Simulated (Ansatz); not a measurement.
## TaN: single-point calculation (part 1 of 3)

- system: TaN (P6₃mc, 4 atoms in the cell)
- method: DFT LDA+U+J, spin-orbit coupling, plane waves, PAW, U = 7 eV, J = 0.9 eV on Ta atom 1 d; U = 7 eV, J = 0.9 eV on Ta atom 2 d (Ansatz 0.2.0)

The structure derives from an entry of the Crystallography Open Database. It belongs to a series of runs on one base structure; here: random orbitals: random, high filling. Figures and captions count atoms from 1; the log counts them from 0 in places.

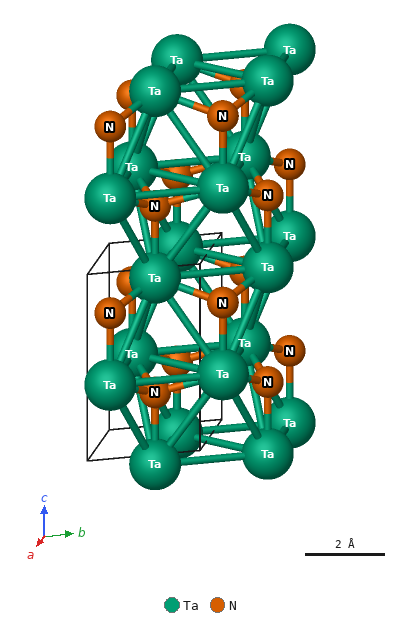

Fig. 1: The structure as given in the input (ball-and-stick view of the cell of the calculation, repeated 2 × 2 × 2, seen slightly off an axis).

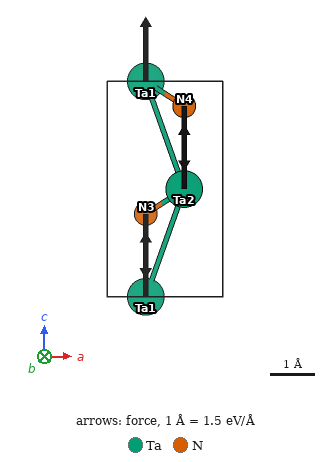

Fig. 2: Forces on the atoms as black arrows (ball-and-stick view of the cell of the calculation, along the b axis; atoms are numbered from 1 in the order of the input). The largest act on N3, N4 (2.23 eV/Å); Ta1, Ta2 (2.23 eV/Å). The geometry is not a stationary point of this energy.

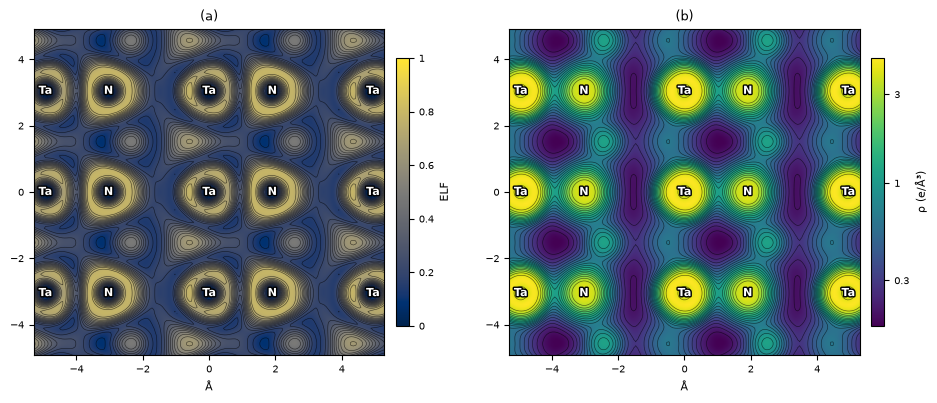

Fig. 3: (a) electron localisation function; (b) valence electron density on the (11̄0) plane of the calculation cell. The plane passes through Ta and N nuclei. Ta–Ta (3.05 Å): ρ is about 0.45 e/Å³ halfway; the ELF is about 0.45 at the midpoint (no shared electron pair). Ta–N (1.90 Å): ρ is about 1.2 e/Å³ halfway; the ELF peaks at about 0.80 in the valence shell of N, 0.6 Å from its nucleus, and drops to about 0.30 between the two atoms; no shared pair; the contact is polar. Away from the nuclei the density in this plane falls to 0.17 e/Å³ at its lowest. The strong features right at Ta lie inside the PAW spheres (semicore, d or f shells) and say nothing about bonding. In a PAW calculation such maps are meaningful between the atoms, not at the nuclei.

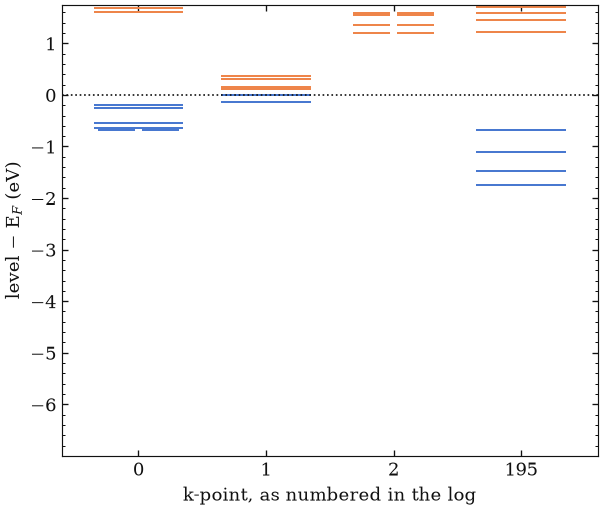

Fig. 4: Kohn–Sham levels near the Fermi level (dotted) at the few k-points that the log prints; levels within 0.02 eV of each other stand side by side. The system is metallic on the full mesh.

These pictures come from the run below.

The input
```yaml
crystal:
  lattice:
    - [3.05000204, 0.0, 0.0]
    - [-1.52500102, 2.64137925, 0.0]
    - [0.0, 0.0, 4.94000153]
  atoms:
    - { symbol: Ta, position: [0.3333333333, 0.6666666667, 0.0], spin: 2.0, spin_axis: [0.707107, 0.707107, 0.0] }
    - { symbol: Ta, position: [0.6666666667, 0.3333333333, 0.5], spin: 2.0, spin_axis: [0.707107, 0.707107, 0.0] }
    - { symbol: "N", position: [0.3333333333, 0.6666666667, 0.385] }
    - { symbol: "N", position: [0.6666666667, 0.3333333333, 0.885] }
basis:
  ecutwfc: 420
  ecutrho_ratio: 4
kpoints:
  mp_grid: { grid: [7, 7, 4] }
hamiltonian:
  xc: lda
  hubbard:
    sites:
      - { site: 0, l: d, u: 7.0, j: 0.9, starting_ns: [{ occupation_matrix: s0 }] }
      - { site: 1, l: d, u: 7.0, j: 0.9, starting_ns: [{ occupation_matrix: s1 }] }
    occupation_matrices:
      s0:
        spinor_matrix:
          - [[0.18842, 0.0], [-0.06102, -0.12696], [0.08338, 0.01231], [0.12248, -0.01021], [0.08848, -0.04189], [0.11909, -0.11909], [-0.13293, -0.04663], [0.06766, -0.05026], [0.07939, -0.09382], [0.03294, -0.09218]]
          - [[-0.06102, 0.12696], [0.22963, 0.0], [-0.02191, 0.04851], [-0.11676, 0.08708], [0.0905, -0.05957], [0.04663, 0.13293], [0.14823, -0.14823], [0.01881, 0.04979], [-0.02099, 0.14413], [0.02187, -0.10611]]
          - [[0.08338, -0.01231], [-0.02191, -0.04851], [0.06661, 0.0], [0.04552, -0.02434], [0.0734, -0.04449], [0.05026, -0.06766], [-0.04979, -0.01881], [0.03296, -0.03296], [0.01498, -0.0494], [0.02044, -0.08336]]
          - [[0.12248, 0.01021], [-0.11676, -0.08708], [0.04552, 0.02434], [0.18039, 0.0], [0.00131, 0.10712], [0.09382, -0.07939], [-0.14413, 0.02099], [0.0494, -0.01498], [0.11341, -0.11341], [0.07667, 0.07482]]
          - [[0.08848, 0.04189], [0.0905, 0.05957], [0.0734, 0.04449], [0.00131, -0.10712], [0.38494, 0.0], [0.09218, -0.03294], [0.10611, -0.02187], [0.08336, -0.02044], [-0.07482, -0.07667], [0.25805, -0.25805]]
          - [[0.11909, 0.11909], [0.04663, -0.13293], [0.05026, 0.06766], [0.09382, 0.07939], [0.09218, 0.03294], [0.18842, 0.0], [-0.06102, -0.12696], [0.08338, 0.01231], [0.12248, -0.01021], [0.08848, -0.04189]]
          - [[-0.13293, 0.04663], [0.14823, 0.14823], [-0.04979, 0.01881], [-0.14413, -0.02099], [0.10611, 0.02187], [-0.06102, 0.12696], [0.22963, 0.0], [-0.02191, 0.04851], [-0.11676, 0.08708], [0.0905, -0.05957]]
          - [[0.06766, 0.05026], [0.01881, -0.04979], [0.03296, 0.03296], [0.0494, 0.01498], [0.08336, 0.02044], [0.08338, -0.01231], [-0.02191, -0.04851], [0.06661, 0.0], [0.04552, -0.02434], [0.0734, -0.04449]]
          - [[0.07939, 0.09382], [-0.02099, -0.14413], [0.01498, 0.0494], [0.11341, 0.11341], [-0.07482, 0.07667], [0.12248, 0.01021], [-0.11676, -0.08708], [0.04552, 0.02434], [0.18039, 0.0], [0.00131, 0.10712]]
          - [[0.03294, 0.09218], [0.02187, 0.10611], [0.02044, 0.08336], [0.07667, -0.07482], [0.25805, 0.25805], [0.08848, 0.04189], [0.0905, 0.05957], [0.0734, 0.04449], [0.00131, -0.10712], [0.38494, 0.0]]
      s1:
        spinor_matrix:
          - [[0.18842, 0.0], [-0.06102, -0.12696], [0.08338, 0.01231], [0.12248, -0.01021], [0.08848, -0.04189], [0.11909, -0.11909], [-0.13293, -0.04663], [0.06766, -0.05026], [0.07939, -0.09382], [0.03294, -0.09218]]
          - [[-0.06102, 0.12696], [0.22963, 0.0], [-0.02191, 0.04851], [-0.11676, 0.08708], [0.0905, -0.05957], [0.04663, 0.13293], [0.14823, -0.14823], [0.01881, 0.04979], [-0.02099, 0.14413], [0.02187, -0.10611]]
          - [[0.08338, -0.01231], [-0.02191, -0.04851], [0.06661, 0.0], [0.04552, -0.02434], [0.0734, -0.04449], [0.05026, -0.06766], [-0.04979, -0.01881], [0.03296, -0.03296], [0.01498, -0.0494], [0.02044, -0.08336]]
          - [[0.12248, 0.01021], [-0.11676, -0.08708], [0.04552, 0.02434], [0.18039, 0.0], [0.00131, 0.10712], [0.09382, -0.07939], [-0.14413, 0.02099], [0.0494, -0.01498], [0.11341, -0.11341], [0.07667, 0.07482]]
          - [[0.08848, 0.04189], [0.0905, 0.05957], [0.0734, 0.04449], [0.00131, -0.10712], [0.38494, 0.0], [0.09218, -0.03294], [0.10611, -0.02187], [0.08336, -0.02044], [-0.07482, -0.07667], [0.25805, -0.25805]]
          - [[0.11909, 0.11909], [0.04663, -0.13293], [0.05026, 0.06766], [0.09382, 0.07939], [0.09218, 0.03294], [0.18842, 0.0], [-0.06102, -0.12696], [0.08338, 0.01231], [0.12248, -0.01021], [0.08848, -0.04189]]
          - [[-0.13293, 0.04663], [0.14823, 0.14823], [-0.04979, 0.01881], [-0.14413, -0.02099], [0.10611, 0.02187], [-0.06102, 0.12696], [0.22963, 0.0], [-0.02191, 0.04851], [-0.11676, 0.08708], [0.0905, -0.05957]]
          - [[0.06766, 0.05026], [0.01881, -0.04979], [0.03296, 0.03296], [0.0494, 0.01498], [0.08336, 0.02044], [0.08338, -0.01231], [-0.02191, -0.04851], [0.06661, 0.0], [0.04552, -0.02434], [0.0734, -0.04449]]
          - [[0.07939, 0.09382], [-0.02099, -0.14413], [0.01498, 0.0494], [0.11341, 0.11341], [-0.07482, 0.07667], [0.12248, 0.01021], [-0.11676, -0.08708], [0.04552, 0.02434], [0.18039, 0.0], [0.00131, 0.10712]]
          - [[0.03294, 0.09218], [0.02187, 0.10611], [0.02044, 0.08336], [0.07667, -0.07482], [0.25805, 0.25805], [0.08848, 0.04189], [0.0905, 0.05957], [0.0734, 0.04449], [0.00131, -0.10712], [0.38494, 0.0]]
    ns_hold: { iters: 12 }
scf:
  occupations: { method: gaussian, width: 0.05 }
  lower_state_search: "off"
  max_iter: 150
output:
  forces: true
  stress: true
  eigenvalues: true
  populations: true
  hubbard: { sites: [{ site: 0, l: d }, { site: 1, l: d }] }
  write_density: true
  write_potential: true
  elf: true
  volumetric_format: npy
magnetization:
  noncollinear: true
  spin_orbit: true
```

Launched with:
```bash
ansatz run input.yaml --threads 4 --pin off --max-ram 6144MiB --backend cpu --events-out ev --progress --plain --runs-dir out
```

The program's output
```
Warning: crystal.symmetry: narrowed to the stabiliser of the occupation matrices — unitary ops 1 → 1, anti-unitary 1 → 0; lowered by the specified shells (site 0, l: d), (site 1, l: d); largest admitted image defect 2.2e-16, smallest excluded 2.3e-1 — at a splitting's scale: the group the occupation matrices' own texture admits
Warning: output.stress: scf.convergence.dr2_threshold = 1e-7 eV (the SCF's general default) is looser than the 4e-10 eV advised for a printed stress (1e-10 eV for each atom of the cell: 4). What an SCF threshold leaves in a stress goes as its square root, and in the free energy as the threshold itself, and one threshold admits the most on a small cell: of the crystals measured, under no hybrid functional and no lock of the moments, on runs that ended without the residual-converged pass, on stresses that held no estimate of that error, the worst erred by over 100 MPa in a component at 1e-7 eV an atom and by under 5 at 1e-10. Set scf.convergence.dr2_threshold to 4e-10 eV or tighter. The threshold is an SCF's pass mark: one that does not reach it within its budget of iterations ends unconverged, or closes short of it on a stop that the run arms, and scf.convergence.dr2_threshold's page says what that costs each kind of run
Ta: projections on atomic orbitals take those of the free atom [Kr 4d10 4f14] 5s2 5p6 5d3 6s2, of charge +0.00 (hamiltonian.pseudopotentials.projection_atoms); the dataset's partial waves leave at most 1.2e-6 of an orbital's norm unspanned inside its sphere
N: projections on atomic orbitals take those of the free atom [He] 2s2 2p3, of charge +0.00 (hamiltonian.pseudopotentials.projection_atoms); the dataset's partial waves leave at most 3.0e-12 of an orbital's norm unspanned inside its sphere
Engine: ansatz 0.2.0, x86_64-unknown-linux-gnu
Pseudopotentials: kind: paw_fr
Pseudopotential: Ta, paw_fr, valence charge 13, recommended cutoff 420 eV (normal), Ta.paw.azcp#standard-fr
Pseudopotential: N, paw_fr, valence charge 5, recommended cutoff 420 eV (normal), N.paw.azcp#standard-fr
Functional definition: SPW92
  exchange = slater_x
  correlation = pw_c
Crystal: 4 atoms, lattice volume = 39.798 Å³
Basis set: ecut = 420 eV, 785 PW (Γ)
Bands: 44, of which v1, the nominal top of the filled ones, is band 36 counted from 1 (35 counted from 0)
Symmetry: 1 space group operations
k-points: 196
Projection manifold: j_resolved (fully-relativistic pseudo-atomic orbitals)
Non-local potential: Ta, projectors of the file, l = 0: 3, l = 1: 4, l = 2: 4, l = 3: 2
Non-local potential: N, projectors of the file, l = 0: 2, l = 1: 4, l = 2: 2
PAW form: soft (Blöchl's): semilocal exchange-correlation on the pseudo side does not see the compensation charge
PAW frozen core: Ta, regenerated for the run's functional, and the local potential with it (the file was generated under x = pbe(κ = 0.804, μ = 0.2195149727645171), c = pbe(β = 0.06672455060314922))
PAW frozen core: N, regenerated for the run's functional, and the local potential with it (the file was generated under x = pbe(κ = 0.804, μ = 0.2195149727645171), c = pbe(β = 0.06672455060314922))
PAW one-centre angular grid: Ta, 590 points (default); XC on 64 Gauss nodes
PAW one-centre angular grid: N, 110 points (default); XC on 64 Gauss nodes
Initial density: superposition of atomic densities (chi_scale 0.1, normalization cell, long waves kept (reshape's long-wave potential 0.00 eV rms))
Starting moments: Σ|m| = 4 μB on 2 of 4 sites
Initial wavefunctions: pseudopotential atomic-orbital guess
Functional: x = slater, c = lda
```
